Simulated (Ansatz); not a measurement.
**SiO2 (P4_2/mnm): the host for defect calculations**

Before any defect goes in: SiO2 (P4_2/mnm) at rest, and how it screens a charge.

Program: Ansatz 0.2.0. Level of theory: plane-wave PAW DFT, r2SCAN; relaxation of the host's cell and atoms; PAW set soft_1, in the first sound run; inputs show where later runs differ. Results are calculated unless marked as measured.

## 1. The starting structure

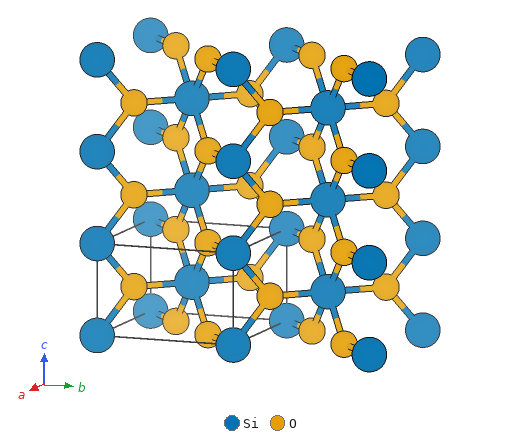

The cell as given, slightly off an axis (silicon blue, oxygen orange). 1×2×3 cells are drawn. Some periodic images of atoms are drawn too.

## 2. Host cell relaxation

Lattice and positions are set free, within the symmetry that the program keeps.

Contents of cell/input.yaml:

```yaml
crystal:
  lattice:
    - [4.18, 0.0, 0.0]
    - [0.0, 4.18, 0.0]
    - [0.0, 0.0, 2.67]
  atoms:
    - { symbol: Si, position: [0.0, 0.0, 0.0] }
    - { symbol: Si, position: [0.5, 0.5, 0.5] }
    - { symbol: O, position: [0.306, 0.306, 0.0] }
    - { symbol: O, position: [0.694, 0.694, 0.0] }
    - { symbol: O, position: [0.194, 0.806, 0.5] }
    - { symbol: O, position: [0.806, 0.194, 0.5] }
basis:
  ecutwfc: 500
  xc_grid: 2
hamiltonian:
  xc: r2scan
  pseudopotentials: { kind: paw, azcp: { folder: soft_1 } }
kpoints:
  mp_grid: { grid: [7, 7, 10] }
scf:
  occupations: { method: fixed }
  max_iter: 100
relax:
  f_tol: 0.005
  max_steps: 60
  cell: {}
output:
  forces: true
  stress: true
checkpoint:
  write: "../cell.run"
  compress: false
  write_wavefunctions: false
  write_every: 100000
```

The run is started by

```console
$ ansatz run input.yaml --threads 8 --pin off --max-ram 22609MiB --backend cpu --events-out ev --progress --plain --runs-dir out
```

Numbers of over 12 decimals in the logs are rounded to 6 here.

The program printed:

```text
[... repeated set-up lines and file paths are left out, and long positions are rounded to six places ...]
Engine: ansatz 0.2.0, aarch64-unknown-linux-gnu
Pseudopotentials: kind: paw
Pseudopotential: Si, paw, valence charge 4, recommended cutoff 500 eV (meta_gga), soft_1/Si.paw.azcp
Pseudopotential: O, paw, valence charge 6, recommended cutoff 500 eV (meta_gga), soft_1/O.paw.azcp
Functional definition: r2SCAN
  parameter k0 = 0.174
  parameter k1 = 0.065
  parameter a1 = 4.9479
  exchange = r2scan_x(k0 = k0, k1 = k1, a1 = a1)
  correlation = r2scan_c
Crystal: 6 atoms, lattice volume = 46.651 Å³
Basis set: ecut = 500 eV, 1177 PW (Γ), exchange–correlation on 64×64×40 points (8 copies of the dense FFT grid, shifted against one another)
Bands: 22, of which v1, the nominal top of the filled ones, is band 16 counted from 1 (15 counted from 0)
Symmetry: 16 space group operations
Space group: P42/mnm (ITA 136), of the structure as read, at distance tolerance 3.6e-5 Å
k-points: 60 of 490
Non-local potential: Si, projectors of the file, l = 0: 2, l = 1: 2, l = 2: 1
Non-local potential: O, projectors of the file, l = 0: 2, l = 1: 2, l = 2: 1
PAW form: soft (Blöchl's): semilocal exchange-correlation on the pseudo side does not see the compensation charge
PAW frozen core: Si, regenerated for the run's functional (the file was generated under x = pbe(κ = 0.804, μ = 0.219515), c = pbe(β = 0.066725))
PAW frozen core: O, regenerated for the run's functional (the file was generated under x = pbe(κ = 0.804, μ = 0.219515), c = pbe(β = 0.066725))
PAW one-centre angular grid: Si, 302 points (default); XC on 160 Gauss nodes
PAW one-centre angular grid: O, 302 points (default); XC on 160 Gauss nodes
Initial density: superposition of atomic densities (chi_scale 0.1, normalization cell, long waves kept (reshape's long-wave potential 0.00 eV rms))
Initial wavefunctions: pseudopotential atomic-orbital guess
Functional: x = r2scan, c = r2scan; τ floored in thin density (d = 2e-4 eV/Å³)
SCF iter   1: F=—  HF=-3560.436562 eV  |F-HF|=—  |Δ(HF+E_count)|=         —  Δρ=1.47e-1  dr2=8.35e0  dr2_τ=1.11e0  ethr=3.10e-3  ⟨swp⟩=4.8  Hψ=6008  notcnv=0  defer=234
preconditioner: auto → none  [insulator: Δε(μ)=7.244 eV  Ē_g=20.921 eV  n_scr=10 (ndim 8)  ℏωp=30.8 eV  f_vac=0.000  ε∞_Penn≈3.2]
SCF iter   2: F=—  HF=-3559.174669 eV  |F-HF|=—  |Δ(HF+E_count)|=    1.26e0  Δρ=5.89e-2  dr2=4.91e-1  dr2_τ=2.45e-1  ethr=3.10e-3  ⟨swp⟩=3.6  Hψ=3473  notcnv=0  defer=235
SCF iter   3: F=—  HF=-3559.293009 eV  |F-HF|=—  |Δ(HF+E_count)|=   1.18e-1  Δρ=2.48e-2  dr2=1.08e-1  dr2_τ=1.09e-2  ethr=1.53e-3  ⟨swp⟩=2.1  Hψ=2078  notcnv=0  defer=176
automatic band count: iteration 3 solves 21 bands in place of 22: the levels show a gap, and the empty bands left out lie too high to hold charge; the band table lists the bands solved (type scf.n_extra_bands for more)
SCF iter   4: F=—  HF=-3559.342258 eV  |F-HF|=—  |Δ(HF+E_count)|=   4.92e-2  Δρ=5.04e-3  dr2=3.54e-3  dr2_τ=6.31e-4  ethr=3.38e-4  ⟨swp⟩=3.5  Hψ=2418  notcnv=0  defer=179
SCF iter   5: F=—  HF=-3559.344066 eV  |F-HF|=—  |Δ(HF+E_count)|=   1.81e-3  Δρ=6.65e-4  dr2=6.13e-5  dr2_τ=1.30e-5  ethr=1.11e-5  ⟨swp⟩=3.0  Hψ=2189  notcnv=0  defer=180
SCF iter   6: F=—  HF=-3559.344094 eV  |F-HF|=—  |Δ(HF+E_count)|=   2.82e-5  Δρ=7.15e-5  dr2=9.40e-7  dr2_τ=1.00e-7  ethr=1.91e-7  ⟨swp⟩=2.0  Hψ=1954  notcnv=0  defer=148
SCF iter   7: F=-3559.344095 eV  HF=-3559.344095 eV  |F-HF|=6.39e-9  |Δ(HF+E_count)|=   6.79e-7  Δρ=6.38e-6  dr2=7.42e-9  dr2_τ=5.56e-10  ethr=3.13e-10  ⟨swp⟩=5.0  Hψ=5115  notcnv=0
SCF 1 converged in 7 iterations: F = -3559.344095 eV  dr2 = 7.42e-9
  greatest PAW one-centre occupation: 0.867 electrons in one spin orbital (limit 2), on the O atom at site 3 (counted from 0), in its partial waves of l = 0
relax step   1: F+E_penalty+E_count = -3559.34409454 eV  Δ(F+E_penalty+E_count) = +0.000e0 eV  max|allowed force component| = 2.446e-3 eV/Å  Δτ_max = 0.0000 Å  P = +0.433 GPa  Ω = 46.651 Å³  (7 SCF iters, dr2 threshold 1.00e-7 eV, accepted)
[... the SCF cycles and remarks between the steps are left out from here to the last step ...]
relax step   2: F+E_penalty+E_count = -3559.34419067 eV  Δ(F+E_penalty+E_count) = -9.612e-5 eV  max|allowed force component| = 9.233e-3 eV/Å  Δτ_max = 0.0002 Å  P = +0.223 GPa  Ω = 46.683 Å³  energy of the carried Pulay correction = -3.492e-5 eV  (3 SCF iters, dr2 threshold 6.00e-7 eV, accepted)
relax step   3: F+E_penalty+E_count = -3559.34421349 eV  Δ(F+E_penalty+E_count) = -2.282e-5 eV  max|allowed force component| = 7.854e-3 eV/Å  Δτ_max = 0.0004 Å  P = -0.022 GPa  Ω = 46.726 Å³  energy of the carried Pulay correction = -8.339e-5 eV  (4 SCF iters, dr2 threshold 2.60e-7 eV, accepted)
relax step   4: F+E_penalty+E_count = -3559.34422362 eV  Δ(F+E_penalty+E_count) = -1.013e-5 eV  max|allowed force component| = 5.760e-3 eV/Å  Δτ_max = 0.0006 Å  P = +0.076 GPa  Ω = 46.723 Å³  energy of the carried Pulay correction = -7.997e-5 eV  (4 SCF iters, dr2 threshold 1.68e-8 eV, accepted)
relax step   5: F+E_penalty+E_count = -3559.34422053 eV  Δ(F+E_penalty+E_count) = +3.089e-6 eV  max|allowed force component| = 4.010e-5 eV/Å  Δτ_max = 0.0002 Å  P = +0.001 GPa  Ω = 46.730 Å³  energy of the carried Pulay correction = -8.829e-5 eV  (4 SCF iters, dr2 threshold 1.53e-8 eV, accepted)
Initial wavefunctions: pseudopotential atomic-orbital guess (no wavefunctions were taken with the density)
iter 1 solved again at ethr=5.94e-8 eV; its pass at ethr=3.10e-3 eV (dr2=1.90e-5 eV) is discarded
SCF iter   1: F=—  HF=-3559.344292 eV  |F-HF|=—  |Δ(HF+E_count)|=         —  Δρ=8.26e-6  dr2=3.84e-9  dr2_τ=1.25e-8  ethr=5.94e-8  ⟨swp⟩=3.6  Hψ=10087  notcnv=0  defer=240
eigensolver tolerance schedule: the retry pair's looser diagonalisation over-reported the residual by 4951.50 of it (diagonalisation noise at 0.10 of the residual, at the tolerance the schedule requests for it); [...]
SCF iter   2: F=—  HF=-3559.344292 eV  |F-HF|=—  |Δ(HF+E_count)|=   3.84e-7  Δρ=4.11e-6  dr2=9.20e-10  dr2_τ=1.06e-9  ethr=1.20e-11  ⟨swp⟩=2.9  Hψ=2639  notcnv=0  defer=223
SCF iter   3: F=-3559.344292 eV  HF=-3559.344292 eV  |F-HF|=4.55e-12  |Δ(HF+E_count)|=   2.38e-9  Δρ=2.76e-7  dr2=1.95e-11  dr2_τ=4.39e-12  ethr=1.00e-12  ⟨swp⟩=3.9  Hψ=5447  notcnv=0
SCF 6 converged in 3 iterations: F = -3559.344292 eV  dr2 = 1.95e-11
relax step   6: F+E_penalty+E_count = -3559.34429154 eV  Δ(F+E_penalty+E_count) = -7.101e-5 eV  max|allowed force component| = 3.392e-5 eV/Å  Δτ_max = 0.0000 Å  P = -0.001 GPa  Ω = 46.730 Å³  stress off target by 1.65e-3 GPa  SCF on the basis re-selected at this cell (its energy is not comparable with the rows above)  (3 SCF iters)
basis re-selected at this cell: Δ(F+E_penalty+E_count) = -7.101e-5 eV, ΔP = -0.002 GPa vs the last step (what re-selecting the basis moved, of the pressure what is left beyond the Pulay correction that the steps carried, after the strain that the cell walked [...]
SCF converged after 3 iterations
Free energy (F): -3559.344292 eV
Harris-Foulkes:  -3559.344292 eV  (|F-HF|=4.55e-12)
Internal energy: -3559.344292 eV  (E = F + TS)
E sigma→0 (E₀):  -3559.344292 eV
Fermi energy:    10.076098 eV
--- Per-component energies (eV) ---
  E_band       = 41.264823
  E_kinetic    = 793.463467
  E_local      = -1210.023080  (includes V_loc(G=0)·N_el)
  E_nonlocal   = 245.348572
  E_hartree    = 446.295575
  E_xc         = -397.040249
  E_vxc        = -522.300842  (∫ρ·V_xc dr)
  E_paw        = -1699.930048  (= ΣΔE_a)
  E_vpaw       = -188.891672  (= ΣTr[D̂ρ^β])
  E_aug_tail   = 0.001266  (compensation charges beyond the density's cutoff)
  E_vtau       = 31.075884  (kinetic-family band-sum trace: ∫τ·v_τ [+ j·A + Jᵃ·Aᵃ] dr)
  E_ewald      = -1737.179165
  E_core_change = -0.280631  (= ΣΔE_core)
  E_smearing   = -0.000000  (= −TS)
  E_closure    = -0.000000  (closes the sum)
  Σ components = -3559.344292   (vs F -3559.344292, Δ=0.00e0)
--- Forces (eV/Å), atoms counted from 1 ---
  atom   1  Si    -0.00000000     0.00000000     0.00000000
  atom   2  Si     0.00000000     0.00000000     0.00000000
  atom   3  O      0.00003392     0.00003392     0.00000000
  atom   4  O     -0.00003392    -0.00003392     0.00000000
  atom   5  O     -0.00003392     0.00003392     0.00000000
  atom   6  O      0.00003392    -0.00003392     0.00000000
  max |Σ_I F_I| component: 0.00e0 eV/Å
--- Stress (GPa, compression-positive) ---
       -0.001652       0.000000       0.000000
        0.000000      -0.001652       0.000000
        0.000000       0.000000       0.000339
  P = ⅓ Tr σ = -0.0010 GPa (-0.010 kbar)
--- Relaxed structure (5 steps of the walk, 5 accepted, 1 SCFs on fresh bases) ---
  F+E_penalty+E_count = -3559.34429154 eV   max|allowed force component| = 3.392e-5 eV/Å   (the final SCF, on the basis selected at the relaxed cell)
  cell:  # Å, volume = 46.7305 Å³
    - [4.184795, 0, 0.0]
    - [0, 4.184795, 0.0]
    - [0.0, 0.0, 2.668405]
  atoms:
    - { symbol: Si, position: [0, 0, 0.0] }
    - { symbol: Si, position: [0.5, 0.5, 0.500000] }
    - { symbol: O, position: [0.306103, 0.306103, 0.0] }
    - { symbol: O, position: [0.693897, 0.693897, 0.0] }
    - { symbol: O, position: [0.193897, 0.806103, 0.500000] }
    - { symbol: O, position: [0.806103, 0.193897, 0.500000] }
```

Run time: 9.3 s. Hardware: 8 threads of Arm Neoverse V2, shared host; peak memory 0.42 GiB.

The steps of the relaxation:

```tsv
step	energy less that of the first step (eV)	largest force component (eV/Å)	pressure (GPa)	volume (Å³)
1	0.0000	0.0024	0.43	46.65
2	-0.0001	0.0092	0.22	46.68
3	-0.0001	0.0079	-0.02	46.73
4	-0.0001	0.0058	0.08	46.72
5	-0.0001	0.0000	0.00	46.73
6*	-0.0002	0.0000	0.00	46.73
```

Relaxation steps marked * repeat the geometry before them on a plane-wave basis chosen anew for their cell, so energy and pressure can jump there.

Forces are held to the 16 operations that the run works with; a distortion that breaks them can't arise in this run.

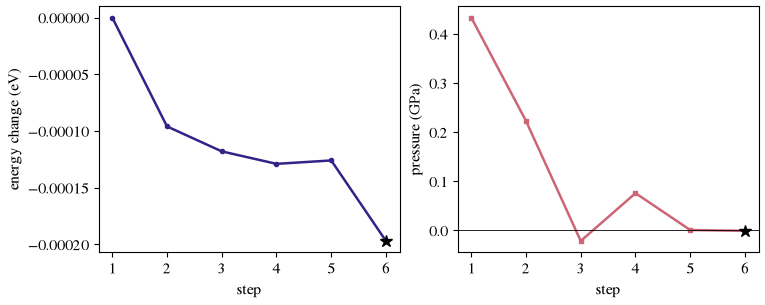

Energy and pressure along the relaxation. Stars mark steps on a basis chosen anew.

```tsv
conventional cell, symmetrised	before	after	change
a (Å)	4.180	4.185	+0.1 %
b (Å)	4.180	4.185	+0.1 %
c (Å)	2.670	2.668	-0.1 %
volume (Å³/atom)	7.78	7.79	+0.2 %
```

The relaxed structure:

```xyz
6
Lattice="4.1848 0.0000 0.0000 0.0000 4.1848 0.0000 0.0000 0.0000 2.6684" Properties=species:S:1:pos:R:3 pbc="T T T"
Si    0.0000    0.0000    0.0000
Si    2.0924    2.0924    1.3342
O     1.2810    1.2810    0.0000
O     2.9038    2.9038    0.0000
O     0.8114    3.3734    1.3342
O     3.3734    0.8114    1.3342
```

This step gave:

* pressure: -9.88e-4 GPa

## 3. Dielectric tensors of the host

The response to a uniform electric field gives the electronic dielectric tensor.

This step: plane-wave PAW DFPT, PBEsol; dielectric tensors, Born charges and zone-centre modes of the host; PAW set soft_1 (Ansatz 0.2.0).

Contents of eps/input.yaml:

```yaml
crystal:
  lattice:
    - [4.1847953566, 0.0, 0.0]
    - [0.0, 4.1847953566, 0.0]
    - [0.0, 0.0, 2.6684047496]
  atoms:
    - { symbol: Si, position: [0.0, 0.0, 0.0] }
    - { symbol: Si, position: [0.5, 0.5, 0.5] }
    - { symbol: O, position: [0.3061033493, 0.3061033493, 0.0] }
    - { symbol: O, position: [0.6938966507, 0.6938966507, 0.0] }
    - { symbol: O, position: [0.1938966507, 0.8061033493, 0.5] }
    - { symbol: O, position: [0.8061033493, 0.1938966507, 0.5] }
basis:
  ecutwfc: 420
hamiltonian:
  xc: pbesol
  pseudopotentials: { kind: paw, azcp: { folder: soft_1 }, xc_functional: pbe }
kpoints:
  mp_grid: { grid: [6, 6, 9] }
scf:
  occupations: { method: fixed }
  max_iter: 100
phonons:
  method: dfpt
  dielectric: true
  rigid_motions: translations
```

The program printed:

```text
[...]
Crystal: 6 atoms, lattice volume = 46.730 Å³
Basis set: ecut = 420 eV, 913 PW (Γ), exchange–correlation on 60×60×36 points (8 copies of the dense FFT grid, shifted against one another)
Bands: 22, of which v1, the nominal top of the filled ones, is band 16 counted from 1 (15 counted from 0)
Symmetry: 16 space group operations
k-points: 164 of 324 (irreducible under 1 space group operation, time reversal used)
[...]
SCF iter   1: F=—  HF=-3494.742311 eV  |F-HF|=—  |Δ(HF+E_count)|=         —  Δρ=1.36e-1  dr2=6.94e0  ethr=3.10e-3  ⟨swp⟩=4.2  Hψ=16239  notcnv=0  defer=647
[...]
SCF iter   8: F=-3492.841032 eV  HF=-3492.841032 eV  |F-HF|=2.73e-12  |Δ(HF+E_count)|=  1.37e-10  Δρ=5.94e-7  dr2=7.91e-11  ethr=1.00e-12  ⟨swp⟩=12.7  Hψ=27905  notcnv=0
SCF 1 converged in 8 iterations: F = -3492.841032 eV  dr2 = 7.91e-11
[...]
NSCF: frozen V_eff on 4 k-points
DFPT response loops at Γ: preconditioner auto → none (the input reference at scf.mixing.eps_inf says where Resta's filter doesn't serve); β = 0.50; Broyden in place of MSR1
SCF converged after 8 iterations
Free energy (F): -3492.841032 eV
[...]
Internal energy: -3492.841032 eV  (E = F + TS)
E sigma→0 (E₀):  -3492.841032 eV
Fermi energy:    10.405642 eV
[...]
--- Band table (eV; the first three rows and the last of 164) ---
[...]
[... further k-points left out ...]
--- Phonons (Γ-DFPT): 4 representative perturbations + reference, on 164 of 324 k-points (Σ response iterations 12) ---
  k mesh reduced under 1 symmetry operation, with k and −k counted as one. Each operation leaves every solved perturbation unchanged. A smaller set is not considered because the run solves the response to a homogeneous field
  ASR residual: 1.821e-4 → 0.000e0 eV/Å²; symmetrization residual: 1.971e-6 eV/Å²
  ASR residual per site (eV/Å²): 1.82e-4 1.82e-4 1.20e-4 1.20e-4 1.20e-4 1.20e-4
  Γ frequencies (cm⁻¹): 0.00 0.00 0.00 212.38 378.69 451.78 451.78 568.47 568.47 579.65 579.72 579.72 657.76 746.80 753.47 819.59 819.59 935.95
  ε∞ (high-frequency dielectric tensor):
        3.412888     0.000000     0.000000
        0.000000     3.412888     0.000000
        0.000000     0.000000     3.584868
  ε⁰ (static dielectric tensor: ions relaxed, cell fixed):
       11.597081    -0.000000     0.000000
       -0.000000    11.597081    -0.000000
        0.000000    -0.000000     9.005819
  ε⁰ − ε∞ (ionic part):
        8.184193    -0.000000     0.000000
       -0.000000     8.184193    -0.000000
        0.000000    -0.000000     5.420951
  softest optical mode at Γ: 212.38 cm⁻¹; the repairs (sum rule, projections) moved no ω² at Γ by more than (1.94 cm⁻¹)²
  Born effective charges Z* (e; rows j = field, columns β = displacement):
    site 0:
         3.81984    0.37992    0.00000
         0.37992    3.81984    0.00000
         0.00000    0.00000    4.08133
    site 1:
         3.81984   -0.37992    0.00000
        -0.37992    3.81984    0.00000
         0.00000    0.00000    4.08133
    site 2:
        -1.90992   -0.59289    0.00000
        -0.59289   -1.90992    0.00000
         0.00000    0.00000   -2.04067
    site 3:
        -1.90992   -0.59289    0.00000
        -0.59289   -1.90992    0.00000
         0.00000    0.00000   -2.04067
    site 4:
        -1.90992    0.59289    0.00000
         0.59289   -1.90992    0.00000
         0.00000    0.00000   -2.04067
    site 5:
        -1.90992    0.59289    0.00000
         0.59289   -1.90992    0.00000
         0.00000    0.00000   -2.04067
  Z* charge neutrality: 9.167e-5 e pre-enforcement
  k-mesh period / interband length: 24.0 Å / 1.19 Å = 20.25 at k = (0.0000, 0.0000, 0.0000), direct gap 5.517 eV — 14 or more, which is no proof of convergence
  optical modes at Γ without the LO–TO term, one row a degenerate level:
      ω (cm⁻¹)  modes    IR ((D/Å)²/amu)
        212.38      1             0.0000
        378.69      1             0.0000
        451.78      2            59.5519
        568.47      2             9.1858
        579.65      1             0.0000
        579.72      2             0.0000
        657.76      1            51.3866
        746.80      1             0.0000
        753.47      1             0.0000
        819.59      2            25.8177
        935.95      1             0.0000
  optical modes at Γ + LO–TO along q̂ = [1.0000, 0.0000, 0.0000]:
      ω (cm⁻¹)  modes    IR ((D/Å)²/amu)
        212.38      1             0.0000
        378.69      1             0.0000
[...]
optical modes at Γ + LO–TO along q̂ = [0.0000, 1.0000, 0.0000]:
      ω (cm⁻¹)  modes    IR ((D/Å)²/amu)
[...]
1027.75      1            40.8594
  optical modes at Γ + LO–TO along q̂ = [0.0000, 0.0000, 1.0000]:
      ω (cm⁻¹)  modes    IR ((D/Å)²/amu)
        212.38      1             0.0000
        378.69      1             0.0000
        451.78      2            59.5519
        568.47      2             9.1858
        579.65      1             0.0000
        579.72      2             0.0000
        746.80      1             0.0000
        753.47      1             0.0000
        819.59      2            25.8177
        935.95      1             0.0000
       1042.54      1            51.3866
```

The job ended after 26 s (8 threads; peak memory 0.89 GiB; 2.4 min of CPU time).

Electronic dielectric tensor:

```
3.41 0.00 0.00
0.00 3.41 0.00
0.00 0.00 3.58
```

Static dielectric tensor:

```
11.60  0.00  0.00
 0.00 11.60  0.00
 0.00  0.00  9.01
```

The principal values of the electronic dielectric tensor are 3.41, 3.41 and 3.58. The principal values of the static dielectric tensor are 9.01, 11.60 and 11.60.

## 4. Primitive cell on a dense mesh

A dense mesh gives the host's converged energy, against which the supercell's sampling is tested.

This step: plane-wave PAW DFT, r2SCAN; single point of the host's primitive cell on a dense mesh; PAW set soft_1 (Ansatz 0.2.0).

Contents of dense/input.yaml:

```yaml
crystal:
  lattice:
    - [4.1847953566, 0.0, 0.0]
    - [0.0, 4.1847953566, 0.0]
    - [0.0, 0.0, 2.6684047496]
  atoms:
    - { symbol: Si, position: [0.0, 0.0, 0.0] }
    - { symbol: Si, position: [0.5, 0.5, 0.5] }
    - { symbol: O, position: [0.3061033493, 0.3061033493, 0.0] }
    - { symbol: O, position: [0.6938966507, 0.6938966507, 0.0] }
    - { symbol: O, position: [0.1938966507, 0.8061033493, 0.5] }
    - { symbol: O, position: [0.8061033493, 0.1938966507, 0.5] }
basis:
  ecutwfc: 500
  xc_grid: 2
hamiltonian:
  xc: r2scan
  pseudopotentials: { kind: paw, azcp: { folder: soft_1 } }
kpoints:
  mp_grid: { grid: [7, 7, 10] }
scf:
  occupations: { method: fermi_dirac, width: 0.01 }
  max_iter: 80
```

The program printed:

```text
[...]
Crystal: 6 atoms, lattice volume = 46.730 Å³
Basis set: ecut = 500 eV, 1177 PW (Γ), exchange–correlation on 64×64×40 points (8 copies of the dense FFT grid, shifted against one another)
Bands: 22, of which v1, the nominal top of the filled ones, is band 16 counted from 1 (15 counted from 0)
Symmetry: 16 space group operations
[...]
k-points: 60 of 490
[...]
SCF iter   1: F=—  HF=-3560.435802 eV  |F-HF|=—  |Δ(HF+E_count)|=         —  Δρ=1.47e-1  dr2=8.34e0  dr2_τ=1.11e0  ethr=3.10e-3  ⟨swp⟩=6.1  Hψ=7306  notcnv=0
[...]
SCF iter   7: F=-3559.344292 eV  HF=-3559.344292 eV  |F-HF|=6.36e-9  |Δ(HF+E_count)|=   6.82e-7  Δρ=6.31e-6  dr2=7.26e-9  dr2_τ=5.58e-10  ethr=3.13e-10  ⟨swp⟩=3.0  Hψ=3359  notcnv=0
SCF 1 converged in 7 iterations: F = -3559.344292 eV  dr2 = 7.26e-9
[...]
SCF converged after 7 iterations
Free energy (F): -3559.344292 eV
[...]
Internal energy: -3559.344292 eV  (E = F + TS)
E sigma→0 (E₀):  -3559.344292 eV
Fermi energy:    13.340162 eV
[...]
```

Run time: 1.5 s. Hardware: 8 threads; peak memory 0.39 GiB.

[end of part 1 of 3]

[Logs are printed without paths, hosts, clocks, repeated set-up lines and the standing remarks that a program may print on its own settings, such as how far it seeks lower states.]

[Hosts, paths, dates, database ids (printed as entryN), source tags and the programs' standing remarks are cut or masked in the printed files.]

[Runs of the host that timed out are not shown.]

[For some hosts the program warned that the k-mesh of the response run may be too coarse for force constants and the static dielectric constant; such warnings are not always shown.]
